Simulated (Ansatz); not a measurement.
## From WSi₂ to NbSi₂

System: WSi₂ (9 atoms in the cell).
Method of run A: DFT PBEsol, scalar-relativistic, plane waves, PAW, no spin polarisation (Ansatz 0.2.0).
System of run B: NbSi₂ (P6₄22, 9 atoms in the cell).

On run A: The structure was made by swapping elements on the sites of another compound; it need not be a known phase. On run B: The structure was made by swapping elements on the sites of another compound; it need not be a known phase. It belongs to a series of runs on one base structure; here: Ta -> Nb on all its sites, cell and atoms relaxed. Text and figures count atoms from 1; the logs count them from 0 in places.

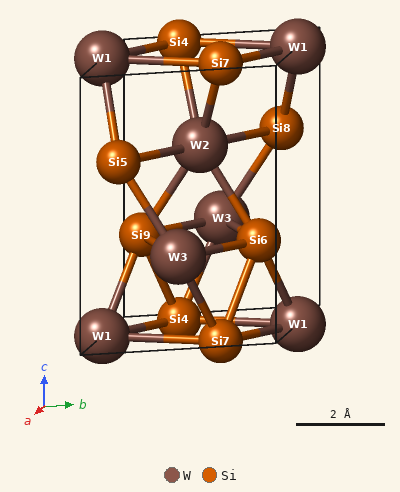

The input geometry (ball-and-stick view of the cell of the calculation, seen slightly off an axis; atoms are numbered from 1 in the order of the input). An atom can appear more than once, as a periodic image.

### Input, run A
```yaml
crystal:
  lattice:
    - [4.6956307207, 0.0, 0.0]
    - [-2.3478153603, 4.0665354909, 0.0]
    - [0.0, 0.0, 6.4661394188]
  atoms:
    - { symbol: W, position: [0.5, 0.0, 0.0] }
    - { symbol: W, position: [0.5, 0.5, 0.6666666667] }
    - { symbol: W, position: [0.0, 0.5, 0.3333333333] }
    - { symbol: Si, position: [0.1592827541, 0.3185655082, 0.0] }
    - { symbol: Si, position: [0.8407172459, 0.1592827541, 0.6666666667] }
    - { symbol: Si, position: [0.6814344918, 0.8407172459, 0.3333333333] }
    - { symbol: Si, position: [0.8407172459, 0.6814344918, 0.0] }
    - { symbol: Si, position: [0.1592827541, 0.8407172459, 0.6666666667] }
    - { symbol: Si, position: [0.3185655082, 0.1592827541, 0.3333333333] }
basis:
  ecutwfc: 420
kpoints:
  mp_grid: { grid: [12, 12, 6] }
hamiltonian:
  xc: pbesol
scf:
  occupations: { method: gaussian, width: 0.1 }
output:
  forces: true
  stress: true
  eigenvalues: true
relax:
  adjacent_minimum: "off"
  f_tol: 0.01
  max_steps: 60
  cell: { stress_tol: 0.1 }
```

Command:
```bash
ansatz run input.yaml --threads 2 --pin off --max-ram 5120MiB --backend cpu --events-out ev --progress --plain --runs-dir out
```

Hardware: 2 threads of Arm Neoverse V1, 24 GiB of memory available, shared host.

### Output, shortened to warnings, some set-up lines, iterations and results (run A)
```
Basis set: ecut = 420 eV, 2391 PW (Γ), exchange–correlation on 64×64×90 points (8 copies of the dense FFT grid, shifted against one another)
Symmetry: 12 space group operations
k-points: 76 of 864 (time reversal used)
Initial density: superposition of atomic densities (neutral atoms: chi_scale 0, normalization atom), corrected by the library's trained network
[...]
SCF iter   1: F=—  HF=-34501.858333 eV  |F-HF|=—  |Δ(HF+E_count)|=         —  Δρ=9.69e-3  dr2=1.64e-1  ethr=1.77e-3  ⟨swp⟩=7.0  Hψ=14668  notcnv=0
SCF iter   2: F=—  HF=-34501.833268 eV  |F-HF|=—  |Δ(HF+E_count)|=   2.51e-2  Δρ=4.89e-3  dr2=3.71e-2  ethr=2.48e-4  ⟨swp⟩=1.1  Hψ=3806  notcnv=0  defer=1
SCF iter   3: F=—  HF=-34501.826359 eV  |F-HF|=—  |Δ(HF+E_count)|=   6.91e-3  Δρ=6.03e-4  dr2=4.43e-4  ethr=5.62e-5  ⟨swp⟩=2.0  Hψ=4050  notcnv=0  defer=1
SCF iter   4: F=—  HF=-34501.826285 eV  |F-HF|=—  |Δ(HF+E_count)|=   7.38e-5  Δρ=7.93e-5  dr2=3.74e-6  ethr=6.70e-7  ⟨swp⟩=2.1  Hψ=4573  notcnv=0  defer=1
SCF iter   5: F=—  HF=-34501.826264 eV  |F-HF|=—  |Δ(HF+E_count)|=   2.12e-5  Δρ=1.59e-5  dr2=2.45e-7  ethr=5.66e-9  ⟨swp⟩=2.7  Hψ=5591  notcnv=0  defer=4
[... 30 lines ...]
SCF iter   4: F=-34502.086611 eV  HF=-34502.086611 eV  |F-HF|=1.31e-10  |Δ(HF+E_count)|=  1.82e-10  Δρ=5.85e-7  dr2=2.55e-10  ethr=3.92e-12  ⟨swp⟩=2.8  Hψ=4745  notcnv=0
SCF iter   5: F=-34502.086611 eV  HF=-34502.086611 eV  |F-HF|=7.28e-12  |Δ(HF+E_count)|=  3.64e-11  Δρ=4.39e-8  dr2=1.53e-12  ethr=1.00e-12  ⟨swp⟩=1.1  Hψ=3196  notcnv=0
SCF iter   6: F=-34502.086611 eV  HF=-34502.086611 eV  |F-HF|=1.46e-11  |Δ(HF+E_count)|=    0.00e0  Δρ=9.31e-9  dr2=8.81e-14  ethr=1.00e-12  ⟨swp⟩=3.6  Hψ=9249  notcnv=0
SCF 5 converged in 6 iterations: F = -34502.086611 eV  dr2 = 8.81e-14
relax step   5: F+E_penalty+E_count = -34502.08661076 eV  Δ(F+E_penalty+E_count) = +7.839e-4 eV  max|allowed force component| = 4.413e-3 eV/Å  Δτ_max = 0.0000 Å  P = -0.039 …
basis re-selected at this cell: Δ(F+E_penalty+E_count) = +7.839e-4 eV, ΔP = -0.008 GPa vs the last step (what re-selecting the basis moved, of the pressure what is left beyond the Pulay correction that the steps carried, after the strain that the cell walked since its last selection, with what the …
SCF converged after 6 iterations
Free energy (F): -34502.086611 eV
Harris-Foulkes:  -34502.086611 eV  (|F-HF|=1.46e-11)
Internal energy: -34502.085897 eV  (E = F + TS)
E sigma→0 (E₀):  -34502.086254 eV
Entropy (-TS):   -0.000714 eV (-0.079 meV/atom)
Fermi energy:    17.494072 eV
--- Per-component energies (eV) ---
  E_band       = -228.216332
  E_kinetic    = 1629.994147
  E_local      = -2817.743781  (includes V_loc(G=0)·N_el)
  E_nonlocal   = 161.041619
  E_hartree    = 1107.971355
  E_xc         = -1139.992680
  E_vxc        = -1018.354591  (∫ρ·V_xc dr)
  E_paw        = -28303.367294  (= ΣΔE_a)
  E_vpaw       = -399.096263  (= ΣTr[D̂ρ^β])
  E_aug_tail   = -0.000187  (compensation charges beyond the density's cutoff)
  E_ewald      = -5140.843815
  E_core_change = 0.854740  (= ΣΔE_core)
  E_smearing   = -0.000714  (= −TS)
  E_closure    = -0.000000  (closes the sum)
  Σ components = -34502.086611   (vs F -34502.086611, Δ=0.00e0)
--- Forces (eV/Å), atoms counted from 1 ---
  atom   1  W     -0.00000000     0.00000000    -0.00000000
  atom   2  W      0.00000000     0.00000000    -0.00000000
  atom   3  W     -0.00000000    -0.00000000     0.00000000
  atom   4  Si    -0.00000000    -0.00441272    -0.00000000
  atom   5  Si     0.00382152    -0.00220636     0.00000000
  atom   6  Si     0.00382152     0.00220636    -0.00000000
  atom   7  Si     0.00000000     0.00441272     0.00000000
  atom   8  Si    -0.00382152     0.00220636    -0.00000000
  atom   9  Si    -0.00382152    -0.00220636     0.00000000
  max |Σ_I F_I| component: 1.22e-16 eV/Å
--- Stress (GPa, compression-positive) ---
       -0.095080       0.000000      -0.000000
        0.000000      -0.095080      -0.000000
       -0.000000      -0.000000       0.072088
  P = ⅓ Tr σ = -0.0394 GPa (-0.394 kbar)
--- Relaxed structure (4 steps of the walk, 4 accepted, 1 SCFs on fresh bases) ---
  F+E_penalty+E_count = -34502.08661076 eV   max|allowed force component| = 4.413e-3 eV/Å   (the final SCF, on the basis selected at the relaxed cell)
[...]
```

For run B the input was changed thus:
```diff
-    - [4.6956307207, 0.0, 0.0]
-    - [-2.3478153603, 4.0665354909, 0.0]
-    - [0.0, 0.0, 6.4661394188]
+    - [4.7119918126, 0.0, 0.0]
+    - [-2.3559959063, 4.0807046122, 0.0]
+    - [0.0, 0.0, 6.4886695341]
-    - { symbol: W, position: [0.5, 0.0, 0.0] }
-    - { symbol: W, position: [0.5, 0.5, 0.6666666667] }
-    - { symbol: W, position: [0.0, 0.5, 0.3333333333] }
+    - { symbol: Nb, position: [0.5, 0.0, 0.0] }
+    - { symbol: Nb, position: [0.5, 0.5, 0.6666666667] }
+    - { symbol: Nb, position: [0.0, 0.5, 0.3333333333] }
```

What does this change do to the results?

The total energies belong to different systems, so their difference says nothing on which is more stable or more accurate. The volume per atom goes from 13.31 to 14.38 Å³. The SCF takes 32 iterations over all geometry steps against 30.

### Output, shortened to warnings, some set-up lines, iterations and results (run B)
```
Basis set: ecut = 420 eV, 2427 PW (Γ), exchange–correlation on 64×64×90 points (8 copies of the dense FFT grid, shifted against one another)
Symmetry: 12 space group operations
k-points: 76 of 864 (time reversal used)
Initial density: superposition of atomic densities (neutral atoms: chi_scale 0, normalization atom), corrected by the library's trained network
[...]
SCF iter   1: F=—  HF=-17221.153202 eV  |F-HF|=—  |Δ(HF+E_count)|=         —  Δρ=5.04e-3  dr2=1.80e-2  ethr=1.77e-3  ⟨swp⟩=7.2  Hψ=14670  notcnv=0
SCF iter   2: F=—  HF=-17221.151750 eV  |F-HF|=—  |Δ(HF+E_count)|=   1.45e-3  Δρ=2.88e-3  dr2=5.63e-3  ethr=2.86e-5  ⟨swp⟩=1.1  Hψ=3733  notcnv=0
SCF iter   3: F=—  HF=-17221.151233 eV  |F-HF|=—  |Δ(HF+E_count)|=   5.17e-4  Δρ=3.22e-4  dr2=1.99e-4  ethr=8.93e-6  ⟨swp⟩=2.3  Hψ=4350  notcnv=0
SCF iter   4: F=—  HF=-17221.151195 eV  |F-HF|=—  |Δ(HF+E_count)|=   3.78e-5  Δρ=1.21e-4  dr2=2.07e-5  ethr=3.16e-7  ⟨swp⟩=2.5  Hψ=4013  notcnv=0
SCF iter   5: F=—  HF=-17221.151222 eV  |F-HF|=—  |Δ(HF+E_count)|=   2.63e-5  Δρ=1.72e-5  dr2=3.57e-7  ethr=3.29e-8  ⟨swp⟩=2.0  Hψ=4247  notcnv=0
[... 32 lines ...]
SCF iter   6: F=-17221.258612 eV  HF=-17221.258612 eV  |F-HF|=1.09e-11  |Δ(HF+E_count)|=    0.00e0  Δρ=1.02e-8  dr2=1.16e-13  ethr=1.00e-12  ⟨swp⟩=1.0  Hψ=3116  notcnv=0
SCF iter   7: F=-17221.258612 eV  HF=-17221.258612 eV  |F-HF|=0.00e0  |Δ(HF+E_count)|=  7.28e-12  Δρ=1.60e-9  dr2=2.71e-15  ethr=1.00e-12  ⟨swp⟩=1.0  Hψ=3116  notcnv=0
SCF iter   8: F=-17221.258612 eV  HF=-17221.258612 eV  |F-HF|=0.00e0  |Δ(HF+E_count)|=    0.00e0  Δρ=1.51e-10  dr2=3.35e-17  ethr=1.00e-12  ⟨swp⟩=1.3  Hψ=6872  notcnv=0
SCF 5 converged in 8 iterations: F = -17221.258612 eV  dr2 = 3.35e-17
relax step   5: F+E_penalty+E_count = -17221.25861227 eV  Δ(F+E_penalty+E_count) = -1.164e-3 eV  max|allowed force component| = 3.163e-3 eV/Å  Δτ_max = 0.0000 Å  P = +0.031 …
basis re-selected at this cell: Δ(F+E_penalty+E_count) = -1.164e-3 eV, ΔP = +0.014 GPa vs the last step (what re-selecting the basis moved, of the pressure what is left beyond the Pulay correction that the steps carried, after the strain that the cell walked since its last selection, with what the …
SCF converged after 8 iterations
Free energy (F): -17221.258612 eV
Harris-Foulkes:  -17221.258612 eV  (|F-HF|=0.00e0)
Internal energy: -17221.239324 eV  (E = F + TS)
E sigma→0 (E₀):  -17221.248968 eV
Entropy (-TS):   -0.019288 eV (-2.143 meV/atom)
Fermi energy:    14.650106 eV
--- Per-component energies (eV) ---
  E_band       = -133.965715
  E_kinetic    = 1447.622671
  E_local      = -2778.113701  (includes V_loc(G=0)·N_el)
  E_nonlocal   = 515.026062
  E_hartree    = 978.410846
  E_xc         = -864.388102
  E_vxc        = -935.497187  (∫ρ·V_xc dr)
  E_paw        = -12045.905527  (= ΣΔE_a)
  E_vpaw       = -339.825308  (= ΣTr[D̂ρ^β])
  E_aug_tail   = 0.000055  (compensation charges beyond the density's cutoff)
  E_ewald      = -4474.647120
  E_core_change = 0.755491  (= ΣΔE_core)
  E_smearing   = -0.019288  (= −TS)
  E_closure    = -0.000000  (closes the sum)
  Σ components = -17221.258612   (vs F -17221.258612, Δ=0.00e0)
--- Forces (eV/Å), atoms counted from 1 ---
  atom   1  Nb    -0.00000000     0.00000000    -0.00000000
  atom   2  Nb     0.00000000    -0.00000000    -0.00000000
  atom   3  Nb    -0.00000000    -0.00000000     0.00000000
  atom   4  Si    -0.00000000     0.00316319    -0.00000000
  atom   5  Si    -0.00273940     0.00158159     0.00000000
  atom   6  Si    -0.00273940    -0.00158159     0.00000000
  atom   7  Si     0.00000000    -0.00316319     0.00000000
  atom   8  Si     0.00273940    -0.00158159    -0.00000000
  atom   9  Si     0.00273940     0.00158159     0.00000000
  max |Σ_I F_I| component: 8.30e-17 eV/Å
--- Stress (GPa, compression-positive) ---
        0.037580       0.000000       0.000000
        0.000000       0.037580      -0.000000
        0.000000      -0.000000       0.019288
  P = ⅓ Tr σ = 0.0315 GPa (0.315 kbar)
--- Relaxed structure (4 steps of the walk, 4 accepted, 1 SCFs on fresh bases) ---
  F+E_penalty+E_count = -17221.25861227 eV   max|allowed force component| = 3.163e-3 eV/Å   (the final SCF, on the basis selected at the relaxed cell)
[...]
```

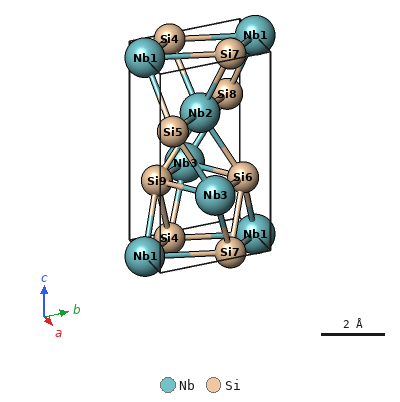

The input structure of run B (ball-and-stick view of the cell of the calculation, seen slightly off an axis; atoms are numbered from 1 in the order of the input). An atom can appear more than once, as a periodic image.

### The two runs side by side

| quantity | run A | run B |
| --- | --- | --- |
| outcome | converged | converged |
| free energy per atom (eV) | −3833.5652 | −1913.4732 |
| energy per atom, smearing taken to zero (eV) | −3833.5651 | −1913.4721 |
| gap on the mesh (eV) | 0.00 | 0.00 |
| pressure (GPa) | −0.04 | 0.03 |
| volume per atom (Å³) | 13.31 | 14.38 |
| largest force (eV/Å) | 0.004 | 0.003 |
| SCF iterations | 30 | 32 |
| irreducible k-points | 76 | 76 |
| wall time (shared host) | 2 min | 2 min |

For run A: Spin–orbit coupling is left out, which matters for W.
